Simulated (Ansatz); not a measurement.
**Run report: Al, geometry relaxation (part 2 of 2)**

Continued. System: Al (defect cell, 31 atoms in the cell). Method: DFT PBE, scalar-relativistic, plane waves, PAW, PAW set soft_1, no spin polarisation (Ansatz 0.2.0); cutoff 420 eV, 3×3×3 k-mesh, Fermi–Dirac smearing of 0.15 eV. It belongs to a series of runs on one base structure; here: end point B relaxed.

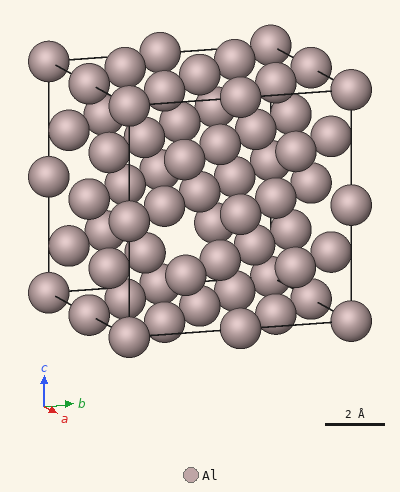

Fig. 1: The geometry at step 2 of the log (spheres-only view of the cell of the calculation, seen slightly off an axis).

### Output, continued
```
  k-point 3: bands = ["-2.6926", "-1.9826", "-1.9826", "-1.8403", "-1.2395", "-1.2395", "-0.9811", "-0.3337", "0.9529", "0.9529", "1.0895", "1.6539", "1.6539", "1.6838", "1.7727", "1.7727", "2.0581", "2.4888", "2.4888", "2.6559", "3.1765", "3.1765", "3.2591", "3.7914", "3.7914", "3.8193", "3.9768", "3.9768", "4.1190", "4.4238", "4.4238", "4.7025", "4.7025", "4.7745", "5.1772", "5.3646", "5.3646", "5.7179", "6.6451", "6.6543", "6.6543", "6.8281", "6.8666", "6.8666", "7.3488", "7.3948", "7.3948", "7.6833", "7.6833", "7.7696", "8.1786", "8.6983", "8.6983", "8.8160", "9.1446", "9.1446", "9.2058", "9.4612", "9.4612", "9.6598", "9.6598", "9.6924", "9.8468", "9.8827", "9.8827", "9.9542", "10.1919", "10.3193", "10.3193", "10.7139", "10.7139", "10.8080", "12.1842", "12.3263", "12.3263", "12.4107", "12.4107", "12.4605", "12.4875", "12.5058"]
--- Relaxed structure (2 steps of the walk, 2 accepted, 0 SCFs on fresh bases) ---
  F+E_penalty+E_count = -16662.80267972 eV   max|allowed force component| = 2.519e-2 eV/Å
  atoms:
    - { symbol: Al, position: [0.5008122952880718, 1.1053594430756268e-19, -0.0008122952880717478] }
    - { symbol: Al, position: [0.75, 0.24918770471192828, -0.0008122952880717475] }
    - { symbol: Al, position: [0.75, 1.1053594430756227e-19, 0.25000000000000006] }
    - { symbol: Al, position: [-0.000812295288071748, 1.1053594430756256e-19, -0.0008122952880717478] }
    - { symbol: Al, position: [0.25000000000000006, 0.25319560601831065, 0.0031956060183106105] }
    - { symbol: Al, position: [0.49680439398168946, 0.5000000000000001, 0.003195606018310612] }
    - { symbol: Al, position: [0.75, 0.7508122952880717, -0.0008122952880717478] }
    - { symbol: Al, position: [0.25000000000000006, 1.105359443075624e-19, 0.25000000000000006] }
    - { symbol: Al, position: [0.75, 0.5000000000000001, 0.25000000000000006] }
    - { symbol: Al, position: [0.5008122952880718, 1.1053594430756268e-19, 0.5008122952880718] }
    - { symbol: Al, position: [0.75, 0.24918770471192828, 0.5008122952880718] }
    - { symbol: Al, position: [0.75, 1.1053594430756237e-19, 0.75] }
    - { symbol: Al, position: [0.003195606018310613, 0.5000000000000001, 0.0031956060183106105] }
    - { symbol: Al, position: [0.25000000000000006, 0.7468043939816895, 0.0031956060183106105] }
    - { symbol: Al, position: [0.0031956060183106123, 0.25319560601831065, 0.25000000000000006] }
    - { symbol: Al, position: [0.49680439398168946, 0.25319560601831065, 0.25000000000000006] }
    - { symbol: Al, position: [0.49680439398168946, 0.7468043939816895, 0.25000000000000006] }
    - { symbol: Al, position: [-0.000812295288071748, 1.1053594430756251e-19, 0.5008122952880718] }
    - { symbol: Al, position: [0.25000000000000006, 0.25319560601831065, 0.49680439398168946] }
    - { symbol: Al, position: [0.49680439398168946, 0.5000000000000001, 0.49680439398168946] }
    - { symbol: Al, position: [0.75, 0.7508122952880717, 0.5008122952880718] }
    - { symbol: Al, position: [0.25000000000000006, 1.1053594430756232e-19, 0.75] }
    - { symbol: Al, position: [0.5008122952880718, 0.24918770471192828, 0.75] }
    - { symbol: Al, position: [0.75, 0.5000000000000001, 0.75] }
    - { symbol: Al, position: [0.003195606018310612, 0.7468043939816895, 0.25000000000000006] }
    - { symbol: Al, position: [0.0031956060183106123, 0.5000000000000001, 0.49680439398168946] }
    - { symbol: Al, position: [0.25000000000000006, 0.7468043939816895, 0.49680439398168946] }
    - { symbol: Al, position: [-0.000812295288071748, 0.24918770471192828, 0.75] }
    - { symbol: Al, position: [0.25000000000000006, 0.5000000000000001, 0.75] }
    - { symbol: Al, position: [0.5008122952880718, 0.7508122952880717, 0.75] }
    - { symbol: Al, position: [-0.0008122952880717482, 0.7508122952880717, 0.75] }
```

### Trajectory as extended XYZ (Å, eV, eV/Å), 2 frames, from step=1 to step=2
```
31
Lattice="8.1000 0.0000 0.0000 0.0000 8.1000 0.0000 0.0000 0.0000 8.1000" Properties=species:S:1:pos:R:3:forces:R:3 step=1 energy=-16662.77243
Al    4.0500    0.0000    0.0000    0.0575   0.0000  -0.0575
Al    6.0750    2.0250    0.0000    0.0000  -0.0575  -0.0575
Al    6.0750    0.0000    2.0250    0.0000   0.0000   0.0000
Al    0.0000    0.0000    0.0000   -0.0575   0.0000  -0.0575
Al    2.0250    2.0250    0.0000    0.0000   0.1114   0.1114
Al    4.0500    4.0500    0.0000   -0.1114   0.0000   0.1114
Al    6.0750    6.0750    0.0000    0.0000   0.0575  -0.0575
Al    2.0250    0.0000    2.0250    0.0000   0.0000   0.0000
Al    6.0750    4.0500    2.0250    0.0000   0.0000   0.0000
Al    4.0500    0.0000    4.0500    0.0575   0.0000   0.0575
Al    6.0750    2.0250    4.0500    0.0000  -0.0575   0.0575
Al    6.0750    0.0000    6.0750    0.0000   0.0000   0.0000
Al    0.0000    4.0500    0.0000    0.1114   0.0000   0.1114
Al    2.0250    6.0750    0.0000    0.0000  -0.1114   0.1114
Al    0.0000    2.0250    2.0250    0.1114   0.1114   0.0000
Al    4.0500    2.0250    2.0250   -0.1114   0.1114   0.0000
Al    4.0500    6.0750    2.0250   -0.1114  -0.1114   0.0000
Al    0.0000    0.0000    4.0500   -0.0575   0.0000   0.0575
Al    2.0250    2.0250    4.0500    0.0000   0.1114  -0.1114
Al    4.0500    4.0500    4.0500   -0.1114   0.0000  -0.1114
Al    6.0750    6.0750    4.0500    0.0000   0.0575   0.0575
Al    2.0250    0.0000    6.0750    0.0000   0.0000   0.0000
Al    4.0500    2.0250    6.0750    0.0575  -0.0575   0.0000
Al    6.0750    4.0500    6.0750    0.0000   0.0000   0.0000
Al    0.0000    6.0750    2.0250    0.1114  -0.1114   0.0000
Al    0.0000    4.0500    4.0500    0.1114   0.0000  -0.1114
Al    2.0250    6.0750    4.0500    0.0000  -0.1114  -0.1114
Al    0.0000    2.0250    6.0750   -0.0575  -0.0575   0.0000
Al    2.0250    4.0500    6.0750    0.0000   0.0000   0.0000
Al    4.0500    6.0750    6.0750    0.0575   0.0575   0.0000
Al    0.0000    6.0750    6.0750   -0.0575   0.0575   0.0000
31
Lattice="8.1000 0.0000 0.0000 0.0000 8.1000 0.0000 0.0000 0.0000 8.1000" Properties=species:S:1:pos:R:3:forces:R:3 step=2 energy=-16662.80268
Al    4.0566    0.0000   -0.0066   -0.0175   0.0000   0.0175
Al    6.0750    2.0184   -0.0066    0.0000   0.0175   0.0175
Al    6.0750    0.0000    2.0250    0.0000   0.0000   0.0000
Al   -0.0066    0.0000   -0.0066    0.0175   0.0000   0.0175
Al    2.0250    2.0509    0.0259    0.0000  -0.0252  -0.0252
Al    4.0241    4.0500    0.0259    0.0252   0.0000  -0.0252
Al    6.0750    6.0816   -0.0066    0.0000  -0.0175   0.0175
Al    2.0250    0.0000    2.0250    0.0000   0.0000   0.0000
Al    6.0750    4.0500    2.0250    0.0000   0.0000   0.0000
Al    4.0566    0.0000    4.0566   -0.0175   0.0000  -0.0175
Al    6.0750    2.0184    4.0566    0.0000   0.0175  -0.0175
Al    6.0750    0.0000    6.0750    0.0000   0.0000   0.0000
Al    0.0259    4.0500    0.0259   -0.0252   0.0000  -0.0252
Al    2.0250    6.0491    0.0259    0.0000   0.0252  -0.0252
Al    0.0259    2.0509    2.0250   -0.0252  -0.0252   0.0000
Al    4.0241    2.0509    2.0250    0.0252  -0.0252   0.0000
Al    4.0241    6.0491    2.0250    0.0252   0.0252   0.0000
Al   -0.0066    0.0000    4.0566    0.0175   0.0000  -0.0175
Al    2.0250    2.0509    4.0241    0.0000  -0.0252   0.0252
Al    4.0241    4.0500    4.0241    0.0252   0.0000   0.0252
Al    6.0750    6.0816    4.0566    0.0000  -0.0175  -0.0175
Al    2.0250    0.0000    6.0750    0.0000   0.0000   0.0000
Al    4.0566    2.0184    6.0750   -0.0175   0.0175   0.0000
Al    6.0750    4.0500    6.0750    0.0000   0.0000   0.0000
Al    0.0259    6.0491    2.0250   -0.0252   0.0252   0.0000
Al    0.0259    4.0500    4.0241   -0.0252   0.0000   0.0252
Al    2.0250    6.0491    4.0241    0.0000   0.0252   0.0252
Al   -0.0066    2.0184    6.0750    0.0175   0.0175   0.0000
Al    2.0250    4.0500    6.0750    0.0000   0.0000   0.0000
Al    4.0566    6.0816    6.0750   -0.0175  -0.0175   0.0000
Al   -0.0066    6.0816    6.0750    0.0175  -0.0175   0.0000
```

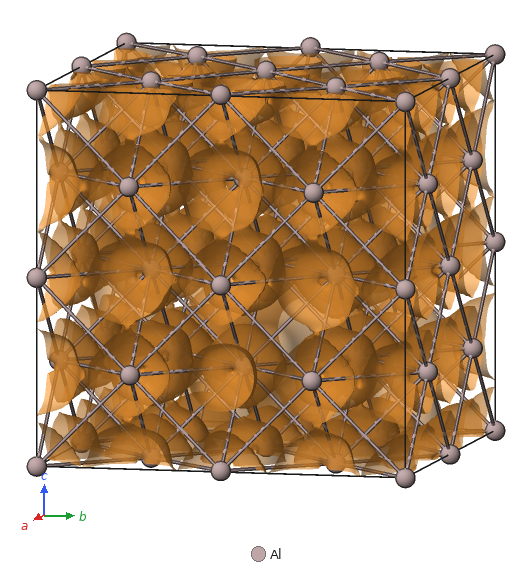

Fig. 2: Isosurface of the ELF at 0.5 (orange), seen slightly off an axis. Only the valence region is drawn (cores and ρ < 0.01 e/Å³ removed). Sticks mark near contacts. The outline is the calculation cell. Along the contacts the grid gives the following. Al–Al (2.83 Å): the ELF peaks at about 0.70 between the atoms. Al–Al (2.87 Å): the ELF peaks at about 0.65 between the atoms. In a PAW calculation such maps are meaningful between the atoms, not at the nuclei.

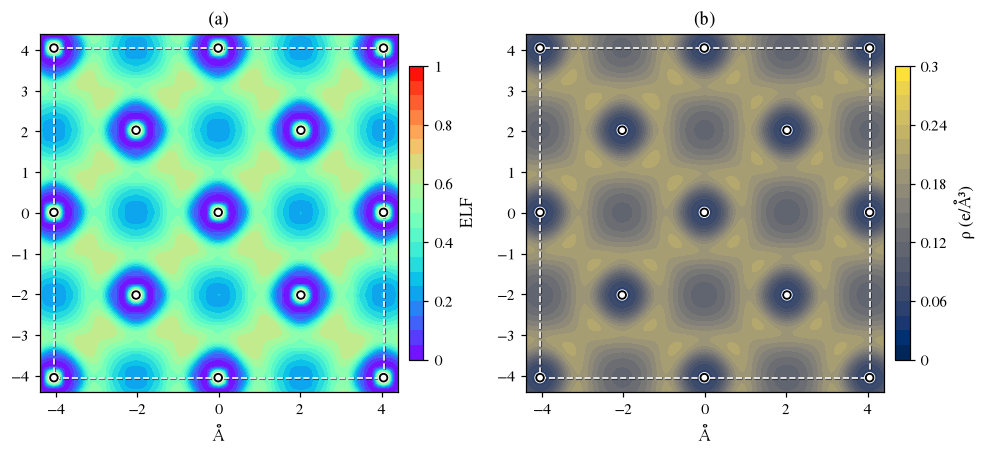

Fig. 3: (a) electron localisation function; (b) valence electron density on the (010) plane of the calculation cell. Circles mark the nuclei in the plane (Al). Al–Al (2.85 Å): the density is about 0.2 e/Å³ at the midpoint; the ELF peaks at about 0.65 between the atoms. Al–Al (2.87 Å): ρ at the midpoint is about 0.2 e/Å³; the ELF peaks at about 0.65 between the atoms. Away from the nuclei the density in this plane falls to 0.11 e/Å³ at its lowest.

This output came from the following input.

### Input file
```yaml
crystal:
  lattice:
    - [8.1, 0.0, 0.0]
    - [0.0, 8.1, 0.0]
    - [0.0, 0.0, 8.1]
  atoms:
    - { symbol: Al, position: [0.5, 0.0, 0.0] }
    - { symbol: Al, position: [0.75, 0.25, 0.0] }
    - { symbol: Al, position: [0.75, 0.0, 0.25] }
    - { symbol: Al, position: [0.0, 0.0, 0.0] }
    - { symbol: Al, position: [0.25, 0.25, 0.0] }
    - { symbol: Al, position: [0.5, 0.5, 0.0] }
    - { symbol: Al, position: [0.75, 0.75, 0.0] }
    - { symbol: Al, position: [0.25, 0.0, 0.25] }
    - { symbol: Al, position: [0.75, 0.5, 0.25] }
    - { symbol: Al, position: [0.5, 0.0, 0.5] }
    - { symbol: Al, position: [0.75, 0.25, 0.5] }
    - { symbol: Al, position: [0.75, 0.0, 0.75] }
    - { symbol: Al, position: [0.0, 0.5, 0.0] }
    - { symbol: Al, position: [0.25, 0.75, 0.0] }
    - { symbol: Al, position: [0.0, 0.25, 0.25] }
    - { symbol: Al, position: [0.5, 0.25, 0.25] }
    - { symbol: Al, position: [0.5, 0.75, 0.25] }
    - { symbol: Al, position: [0.0, 0.0, 0.5] }
    - { symbol: Al, position: [0.25, 0.25, 0.5] }
    - { symbol: Al, position: [0.5, 0.5, 0.5] }
    - { symbol: Al, position: [0.75, 0.75, 0.5] }
    - { symbol: Al, position: [0.25, 0.0, 0.75] }
    - { symbol: Al, position: [0.5, 0.25, 0.75] }
    - { symbol: Al, position: [0.75, 0.5, 0.75] }
    - { symbol: Al, position: [0.0, 0.75, 0.25] }
    - { symbol: Al, position: [0.0, 0.5, 0.5] }
    - { symbol: Al, position: [0.25, 0.75, 0.5] }
    - { symbol: Al, position: [0.0, 0.25, 0.75] }
    - { symbol: Al, position: [0.25, 0.5, 0.75] }
    - { symbol: Al, position: [0.5, 0.75, 0.75] }
    - { symbol: Al, position: [0.0, 0.75, 0.75] }
basis:
  ecutwfc: 420.0
kpoints:
  mp_grid: { grid: [3, 3, 3] }
hamiltonian:
  xc: pbe
  pseudopotentials: { kind: paw, azcp: { folder: soft_1 } }
scf:
  occupations: { method: fermi_dirac, width: 0.15 }
  lower_state_search: "off"
relax:
  f_tol: 0.03
  max_steps: 60
  adjacent_minimum: "off"
output:
  write_density: true
  write_potential: true
  elf: true
  volumetric_format: npy
```

Launch command:
```bash
ansatz run input.yaml --threads 4 --pin off --max-ram 10240MiB --backend cpu --events-out ev --progress --plain --runs-dir out
```

### Summary

```tsv
quantity	value
outcome	converged
electrons treated	93
free energy	−16662.8027 eV
Fermi energy	7.402 eV
final volume	531.44 Å³
largest force (length of the vector) at the end	0.036 eV/Å
hardware	4 threads of Arm Neoverse V2, 24 GiB of memory available, shared host
wall time	7.2 s (CPU time 27 s)
peak memory	1.3 GiB
```
